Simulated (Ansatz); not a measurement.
```cif
data_structure
_symmetry_space_group_name_H-M 'P 1'
_symmetry_Int_Tables_number 1
_cell_length_a 7.6792
_cell_length_b 7.6792
_cell_length_c 7.6792
_cell_angle_alpha 60.000
_cell_angle_beta 60.000
_cell_angle_gamma 60.000
_cell_volume 320.21
loop_
_atom_site_label
_atom_site_type_symbol
_atom_site_fract_x
_atom_site_fract_y
_atom_site_fract_z
_atom_site_occupancy
Si1 Si 0.00060 0.00002 0.00165 1
Si2 Si 0.12433 0.12436 0.12434 1
Si3 Si 0.99719 0.99717 0.49921 1
Si4 Si 0.12133 0.12128 0.62528 1
Si5 Si 0.01260 0.49770 0.99902 1
Si6 Si 0.14149 0.61728 0.11937 1
Si7 Si 0.00252 0.49944 0.49793 1
Si8 Si 0.12215 0.62259 0.62589 1
Si9 Si 0.49766 0.01227 0.99888 1
Si10 Si 0.61758 0.14058 0.11950 1
Si11 Si 0.49962 0.00205 0.49802 1
Si12 Si 0.62263 0.12205 0.62576 1
Si13 Si 0.51719 0.51612 0.00545 1
Si14 Si 0.63875 0.63850 0.13917 1
Si15 Si 0.49537 0.49526 0.51198 1
Si16 Si 0.61996 0.61979 0.63189 1
Co1 Co 0.78554 0.78484 0.27954 1
```

The SCF solution may not be the lowest one; PAW files of the earlier set (soft_1); spin-polarised.

Computed with DFT PBE, scalar-relativistic, plane waves, PAW (Ansatz 0.2.0).

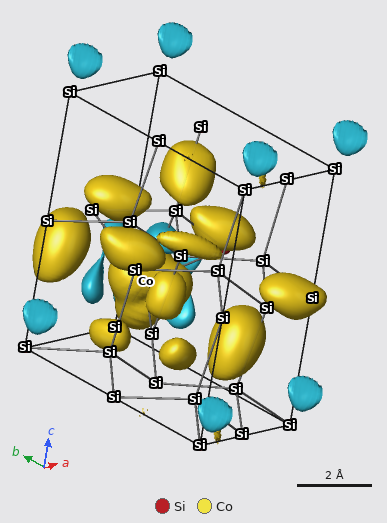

CoSi₁₆ (cell with a defect). Isosurfaces of the magnetisation density (up minus down) at +0.003 (yellow) and −0.003 e/Å³ (cyan), seen at an oblique angle. Sticks mark near contacts.

Q: Which atoms carry the moments, and with what signs?

A: The spin density sits on Co: +0.3 μB in one cell of 17 atoms: a single local moment. The cell of the calculation (17 atoms) carries 0.5 μB of net spin moment.
